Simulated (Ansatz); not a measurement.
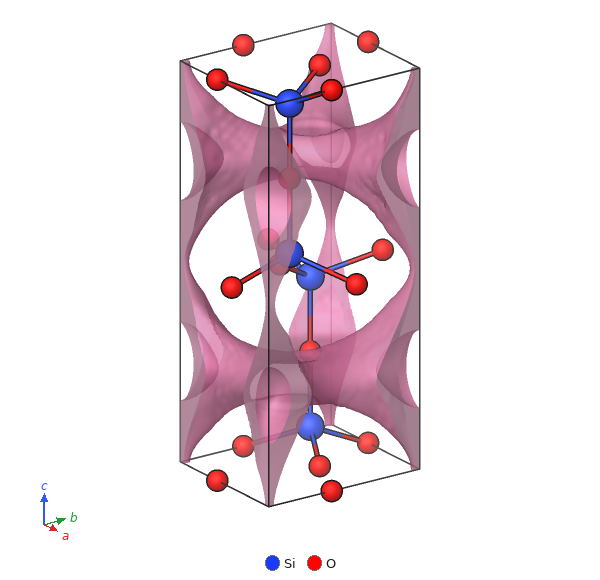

Bond-valence mismatch map for Na+ in SiO$_{2}$ in space group P6_322: the pink surface encloses the points where |V − 1| < 0.4 v.u. (1×1×1 cells, view slightly off an axis). Pale faces close the region where the drawn box cuts it.

At each point the valence sum V of a Na+ ion is computed from the anions within 5 Å (s = exp((R0 − d)/b), R0 fitted to published crystal structures with b = 0.37 Å; R0: Na+–O 1.774 Å). Points too close to the other cations are excluded (2.3 Å from Si). Na+ is a guest here, not part of the formula. This is an empirical screen for pathways, not an energy calculation.

Source of the atomic positions: coordinates from a relaxation with Ansatz 0.2.0, DFT PBE, scalar-relativistic, plane waves, PAW.

```
CELL_PARAMETERS angstrom
5.09930 0.00000 0.00000
-2.54965 4.41613 0.00000
0.00000 0.00000 8.62857
ATOMIC_POSITIONS crystal
Si 0.66667 0.33333 0.93720
Si 0.66667 0.33333 0.56280
Si 0.33333 0.66667 0.06280
Si 0.33333 0.66667 0.43720
O 0.00000 0.41738 0.00000
O 0.41738 0.41738 0.50000
O 0.58262 0.00000 0.50000
O 0.58262 0.58262 0.00000
O 0.00000 0.58262 0.50000
O 0.66667 0.33333 0.75000
O 0.33333 0.66667 0.25000
O 0.41738 0.00000 0.00000
```

How are the low-mismatch regions connected?

Answer. The regions form a three-dimensional network.

At which mismatch do paths open?

Answer. Already below about 0.06 v.u. the regions form a two-dimensional network in layers parallel to (001). From a mismatch of about 0.30 v.u. the regions form a three-dimensional network. These are grid estimates, good to about 0.1 v.u.
